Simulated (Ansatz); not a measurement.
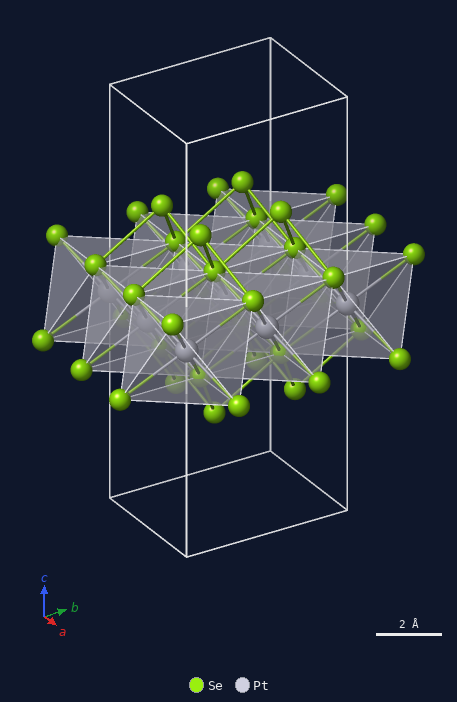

The structure as given in the input (polyhedral view of the 2 × 2 repeat of the cell, with the vacuum cut short, seen slightly off an axis; polyhedra are completed across the faces of the cell).

## Band-structure calculation of PtSe₄ (part 1 of 2)

PtSe₄ (slab, 5 atoms in the cell), computed with DFT PBEsol, spin-orbit coupling, plane waves, PAW (Ansatz 0.2.0).

The structure derives from an entry of the Crystallography Open Database. It belongs to a series of runs on one base structure; here: bands of the relaxed slab with spin-orbit coupling.

### Input
```yaml
crystal:
  lattice:
    - [3.7603063796, 0.0, 0.0]
    - [-1.8801531898, 3.2565208507, 0.0]
    - [0.0, 0.0, 22.1900263333]
  atoms:
    - { symbol: Se, position: [0.3333333333, 0.6666666667, 0.3590840987] }
    - { symbol: Se, position: [0.6666666667, 0.3333333333, 0.4370293495] }
    - { symbol: Pt, position: [0.0, 0.0, 0.5000000085] }
    - { symbol: Se, position: [0.3333333333, 0.6666666667, 0.5629706545] }
    - { symbol: Se, position: [0.6666666667, 0.3333333333, 0.6409158888] }
basis:
  ecutwfc: 420
kpoints:
  mp_grid: { grid: [9, 9, 1] }
  band_path:
    path:
      - [0.5, 0, 0]
      - [0, 0, 0]
      - [0.3333333333333, 0.3333333333333, 0]
      - [0.5, 0, 0]
    npoints: 12
hamiltonian:
  xc: pbesol
scf:
  occupations: { method: gaussian, width: 0.1 }
  n_extra_bands: 32
output:
  forces: true
  eigenvalues: true
  populations: true
  fatbands: true
  write_density: true
  write_potential: true
  elf: true
  volumetric_format: npy
magnetization:
  noncollinear: true
  spin_orbit: true
efield:
  axis: 3
  dipole_correction: true
  ramp_width: 0.04
```

Run on 2 threads of Arm Neoverse V2, 24 GiB of memory available, shared host.

Run as:
```bash
ansatz run input.yaml --threads 2 --pin off --max-ram 5632MiB --backend cpu --events-out ev --progress --plain --runs-dir out
```

### Log
```
scf.n_extra_bands = 32 over 82 filled bands (N_el = 82.0): the run solves 114 bands
Engine: ansatz 0.2.0, aarch64-unknown-linux-gnu
Pseudopotentials: kind: paw_fr
Pseudopotential: Se, paw_fr, valence charge 16, recommended cutoff 420 eV (normal), Se.paw.azcp#standard-fr
Pseudopotential: Pt, paw_fr, valence charge 18, recommended cutoff 420 eV (normal), Pt.paw.azcp#standard-fr
Functional definition: PBEsol
  exchange = pbesol_x
  correlation = pbesol_c
non-collinear run that drives no moment, with spin-orbit: no starting moment large enough to seed its density (crystal.atoms[].spin), no starting occupations that ask for one, no magnetisation constraint and no magnetic field, so the semilocal B_xc is pinned to zero
Crystal: 5 atoms, lattice volume = 271.728 Å³
Basis set: ecut = 420 eV, 5331 PW (Γ), exchange–correlation on 54×54×300 points (8 copies of the dense FFT grid, shifted against one another)
Bands: 114, of which v1, the nominal top of the filled ones, is band 82 counted from 1 (81 counted from 0)
Symmetry: 6 space group operations + 6 with time reversal
k-points: 12 of 81 (time reversal used)
Projection manifold: j_resolved (fully-relativistic pseudo-atomic orbitals)
Non-local potential: Se, projectors of the file, l = 0: 2, l = 1: 4, l = 2: 6, l = 3: 2
Non-local potential: Pt, projectors of the file, l = 0: 3, l = 1: 4, l = 2: 4, l = 3: 2
PAW form: soft (Blöchl's): semilocal exchange-correlation on the pseudo side does not see the compensation charge
PAW frozen core: Se, regenerated for the run's functional, and the local potential with it (the file was generated under x = pbe(κ = 0.804, μ = 0.2195149727645171), c = pbe(β = 0.06672455060314922))
PAW frozen core: Pt, regenerated for the run's functional, and the local potential with it (the file was generated under x = pbe(κ = 0.804, μ = 0.2195149727645171), c = pbe(β = 0.06672455060314922))
PAW one-centre angular grid: Se, 590 points (default); XC on 96 Gauss nodes
PAW one-centre angular grid: Pt, 590 points (default); XC on 64 Gauss nodes
Initial density: superposition of atomic densities (neutral atoms: chi_scale 0, normalization atom)
Initial wavefunctions: pseudopotential atomic-orbital guess
Functional: x = pbesol(κ = 0.804, μ = 0.12345679012345678), c = pbesol(β = 0.046)
SCF iter   1: F=—  HF=-34114.528466 eV  |F-HF|=—  |Δ(HF+E_count)|=         —  Δρ=3.27e-2  dr2=6.73e0  dr2_m=0.00e0 (ungated)  ethr=3.10e-3  |M|=0.00e0 ∫|m|=0.00e0 μB  |m|>n=0.0e0 m-floor=0.0e0 τ_xc=0.0e0  β_m=1.00  p=0.000 e·Å  D=3.89e-12 V/Å  ΔV_dip=-0.00 eV  dr2_dipole=2.17e-6  V_vac-E_F(+/−)=5.37/5.37 eV  ⟨swp⟩=8.0  Hψ=6956  notcnv=0  defer=189
efield: sawtooth ramp at fractional position 0.9800 (placed from the atoms, in the widest stretch of the axis that holds none; the zero of the levels goes with the place), width 0.0400; the density the first Hamiltonian is built on has a dipole p = 0.000 e·Å; the dipole correction subtracts the counter field D = 3.89e-12 V/Å, which shifts the + side's vacuum level by -0.00 eV against the − side's; the planar-averaged density in the ramp window peaks in size at 1.8e-5 e/Å³
preconditioner: auto → LDOS  [metal: Δε(μ)=0.085 eV  Ē_g=11.458 eV  σ=0.100 eV  W_gap=0.44  n_scr=56 (ndim 8)  ℏωp=13.1 eV  f_vac=0.582  D(μ)=4.43/eV (n_scr^D=12)  β→1.0]
spin=Noncollinear: LDOS preconditioning applied to the charge; magnetization (m_x, m_y, m_z) channels mix plain (no charge-response kernel on spin).
SCF iter   2: F=—  HF=-34114.330708 eV  |F-HF|=—  |Δ(HF+E_count)|=   1.98e-1  Δρ=2.51e-2  dr2=2.06e0  dr2_m=0.00e0 (ungated)  ethr=3.10e-3  |M|=0.00e0 ∫|m|=0.00e0 μB  |m|>n=0.0e0 m-floor=0.0e0 τ_xc=0.0e0  β_m=0.79  p=-0.000 e·Å  D=-1.26e-4 V/Å  ΔV_dip=0.00 eV  dr2_dipole=9.33e-6  V_vac-E_F(+/−)=5.59/5.59 eV  ⟨swp⟩=2.8  Hψ=2671  notcnv=0  defer=286
SCF iter   3: F=—  HF=-34113.941746 eV  |F-HF|=—  |Δ(HF+E_count)|=   3.89e-1  Δρ=3.98e-3  dr2=8.03e-2  dr2_m=0.00e0 (ungated)  ethr=2.51e-3  |M|=0.00e0 ∫|m|=0.00e0 μB  |m|>n=0.0e0 m-floor=0.0e0 τ_xc=0.0e0  β_m=0.70  p=-0.000 e·Å  D=-5.36e-5 V/Å  ΔV_dip=0.00 eV  dr2_dipole=7.12e-7  V_vac-E_F(+/−)=5.53/5.53 eV  ⟨swp⟩=2.1  Hψ=2576  notcnv=0  defer=286
SCF iter   4: F=—  HF=-34113.929586 eV  |F-HF|=—  |Δ(HF+E_count)|=   1.22e-2  Δρ=7.64e-4  dr2=6.93e-3  dr2_m=0.00e0 (ungated)  ethr=9.80e-5  |M|=0.00e0 ∫|m|=0.00e0 μB  |m|>n=0.0e0 m-floor=0.0e0 τ_xc=0.0e0  β_m=0.70  p=-0.000 e·Å  D=-3.63e-5 V/Å  ΔV_dip=0.00 eV  dr2_dipole=1.40e-7  V_vac-E_F(+/−)=5.54/5.54 eV  ⟨swp⟩=2.0  Hψ=1532  notcnv=0  defer=286
SCF iter   5: F=—  HF=-34113.928978 eV  |F-HF|=—  |Δ(HF+E_count)|=   6.08e-4  Δρ=3.21e-4  dr2=8.35e-4  dr2_m=0.00e0 (ungated)  ethr=8.45e-6  |M|=0.00e0 ∫|m|=0.00e0 μB  |m|>n=0.0e0 m-floor=0.0e0 τ_xc=0.0e0  β_m=0.70  p=-0.000 e·Å  D=-1.82e-5 V/Å  ΔV_dip=0.00 eV  dr2_dipole=1.47e-8  V_vac-E_F(+/−)=5.54/5.54 eV  ⟨swp⟩=2.0  Hψ=1394  notcnv=0  defer=286
SCF iter   6: F=—  HF=-34113.928899 eV  |F-HF|=—  |Δ(HF+E_count)|=   7.87e-5  Δρ=8.27e-5  dr2=4.06e-5  dr2_m=0.00e0 (ungated)  ethr=1.02e-6  |M|=0.00e0 ∫|m|=0.00e0 μB  |m|>n=0.0e0 m-floor=0.0e0 τ_xc=0.0e0  β_m=0.75  p=-0.000 e·Å  D=-7.96e-6 V/Å  ΔV_dip=0.00 eV  dr2_dipole=3.16e-10  V_vac-E_F(+/−)=5.54/5.54 eV  ⟨swp⟩=2.0  Hψ=1452  notcnv=0  defer=286
SCF iter   7: F=—  HF=-34113.928946 eV  |F-HF|=—  |Δ(HF+E_count)|=   4.67e-5  Δρ=2.09e-5  dr2=2.40e-6  dr2_m=0.00e0 (ungated)  ethr=4.95e-8  |M|=0.00e0 ∫|m|=0.00e0 μB  |m|>n=0.0e0 m-floor=0.0e0 τ_xc=0.0e0  β_m=0.68  p=-0.000 e·Å  D=-3.34e-6 V/Å  ΔV_dip=0.00 eV  dr2_dipole=7.76e-12  V_vac-E_F(+/−)=5.55/5.55 eV  ⟨swp⟩=2.0  Hψ=1606  notcnv=0  defer=286
SCF iter   8: F=—  HF=-34113.928945 eV  |F-HF|=—  |Δ(HF+E_count)|=   4.41e-7  Δρ=5.97e-6  dr2=1.15e-7  dr2_m=0.00e0 (ungated)  ethr=2.93e-9  |M|=0.00e0 ∫|m|=0.00e0 μB  |m|>n=0.0e0 m-floor=0.0e0 τ_xc=0.0e0  β_m=0.84  p=-0.000 e·Å  D=-1.88e-6 V/Å  ΔV_dip=0.00 eV  dr2_dipole=6.19e-12  V_vac-E_F(+/−)=5.55/5.55 eV  ⟨swp⟩=2.4  Hψ=1789  notcnv=0  defer=286
SCF iter   9: F=-34113.928945 eV  HF=-34113.928945 eV  |F-HF|=2.56e-8  |Δ(HF+E_count)|=   1.60e-7  Δρ=1.60e-6  dr2=3.45e-8  dr2_m=0.00e0 (ungated)  ethr=1.22e-10  |M|=0.00e0 ∫|m|=0.00e0 μB  |m|>n=0.0e0 m-floor=0.0e0 τ_xc=0.0e0  p=-0.000 e·Å  D=-6.78e-7 V/Å  ΔV_dip=0.00 eV  dr2_dipole=9.44e-13  V_vac-E_F(+/−)=5.55/5.55 eV  ⟨swp⟩=21.1  Hψ=11285  notcnv=0
SCF 1 converged in 9 iterations: F = -34113.928945 eV  dr2 = 3.45e-8
  greatest PAW one-centre occupation: 1.000 electrons in one spin orbital (limit 2), on the Pt atom at site 2 (counted from 0), in its partial waves of l = 0
NSCF: frozen V_eff on 37 k-points
efield: sawtooth ramp at fractional position 0.9800 (kept from the solve that this one continues, or follows in the run), width 0.0400; the density the first Hamiltonian is built on has a dipole p = -0.000 e·Å; the dipole correction subtracts the counter field D = -6.78e-7 V/Å, which shifts the + side's vacuum level by +0.00 eV against the − side's; the planar-averaged density in the ramp window peaks in size at 1.8e-5 e/Å³
WARN: The input density's exchange-correlation potential varies sharply where the density is thin. Do not read a vacuum level from v_tot or v_xc, or from such a field of the output density. On a cell that repeats whose density bears no net charge and no dipole along the vacuum's axis use v_es (v_loc + v_h of the components); under efield.dipole_correction with no amplitude use v_es + v_field, which holds any external_charges[].barrier, or the levels of the report's work_function block, which leave it out; under a non-zero efield.amplitude the vacuum is tilted and has no level; on a cell that repeats and bears such a dipole with no correction it is tilted too, and efield.dipole_correction with no amplitude gives each side of its ramp a level where efield: is served; in a cell that repeats whose density bears a net charge (total_charge, or a fill off its count) it is curved and has none; of a slab under crystal.periodic whose density bears no net charge use v_es, which has a level on each side, short of where the two are joined; of another it falls or rises all the way out and has none; of a slab beside external_charges read slab_vacuum_level instead, which it has where they leave it neutral. The grid or the basis barely resolves most such structure, and the values can differ between equally converged runs; as a rule a tighter scf.convergence.dr2_threshold does not remove it. Where the density itself ripples (under the LDA too) a higher basis.ecutwfc lessens it. The files hold the spikes' plane waves up to the density's cutoff. Files: v_tot and the like, and their columns of v_z.tsv (output.write_potential); v_xc and the like, and their columns of v_comp_z.tsv (output.write_potential_components); where files of the output density stand in their place, no point of their own thin density is over the threshold below, and this is of outcome.potential() and, of a run that writes arrays (npy), the arrays of these names. Measured: with its Gaussian average of σ = 0.25 Å subtracted twice, the exchange-correlation potential is over 0.1 eV at 1 of the grid points where the equally averaged density (valence and model cores) is under 1e-3 e/Å³, and 0.106 eV at the most among them, at an averaged density of 1.1e-9 e/Å³. See output.write_potential in the manual, Limitations
SCF converged after 9 iterations
Magnetization: |M| = 0.0000 μB,  M = (+0.0000, +0.0000, +0.0000) μB
Absolute magnetization: 0.0000 μB (∫|m|)
  site 0: m = (+0.0000, +0.0000, +0.0000) μB, |m| = 0.0000 μB  (R = 1.15 Å)
  site 1: m = (+0.0000, +0.0000, +0.0000) μB, |m| = 0.0000 μB  (R = 1.07 Å)
  site 2: m = (+0.0000, +0.0000, +0.0000) μB, |m| = 0.0000 μB  (R = 1.07 Å)
  site 3: m = (+0.0000, +0.0000, +0.0000) μB, |m| = 0.0000 μB  (R = 1.07 Å)
  site 4: m = (+0.0000, +0.0000, +0.0000) μB, |m| = 0.0000 μB  (R = 1.15 Å)
Free energy (F): -34113.928945 eV
Harris-Foulkes:  -34113.928945 eV  (|F-HF|=2.56e-8)
Internal energy: -34113.907468 eV  (E = F + TS)
E sigma→0 (E₀):  -34113.918207 eV
Entropy (-TS):   -0.021477 eV (-4.295 meV/atom)
Fermi energy:    0.992905 eV
Dipole field:    D = 0.000000 V/Å  (p = 0.000001 e·Å, saw-weighted, corrected)
Work function:   Φ+ = 5.5466 eV   Φ− = 5.5466 eV
Levels:          The Fermi level and band energies are counted from a zero that moves with the ramp; work functions are not
--- Per-component energies (eV) ---
  E_band       = -2558.649591
  E_kinetic    = 1104.913003
  E_local      = -90953.190446  (includes V_loc(G=0)·N_el)
  E_nonlocal   = -2170.343296
  E_hartree    = 44788.099321
  E_xc         = -669.423144
  E_vxc        = -689.244907  (∫ρ·V_xc dr)
  E_paw        = -16820.745971  (= ΣΔE_a)
  E_vpaw       = 572.971026  (= ΣTr[D̂ρ^β])
  E_aug_tail   = -0.002237  (compensation charges beyond the density's cutoff)
  E_efield     = 0.000000  (sawtooth field / dipole correction)
  E_vefield    = -0.000000  (∫n·V_field dr)
  E_ewald      = 30602.444307
  E_core_change = 4.340994  (= ΣΔE_core)
  E_smearing   = -0.021477  (= −TS)
  E_closure    = 0.000000  (closes the sum)
  Σ components = -34113.928945   (vs F -34113.928945, Δ=0.00e0)
--- Forces (eV/Å), atoms counted from 1 ---
  atom   1  Se     0.00000000     0.00000000    -0.00664973
  atom   2  Se     0.00000000    -0.00000000     0.04726037
  atom   3  Pt    -0.00000000    -0.00000000    -0.00000204
  atom   4  Se     0.00000000     0.00000000    -0.04726048
  atom   5  Se     0.00000000    -0.00000000     0.00665182
  max |Σ_I F_I| component: 5.73e-8 eV/Å
--- Band table (eV; the first three rows and the last of 12) ---
```
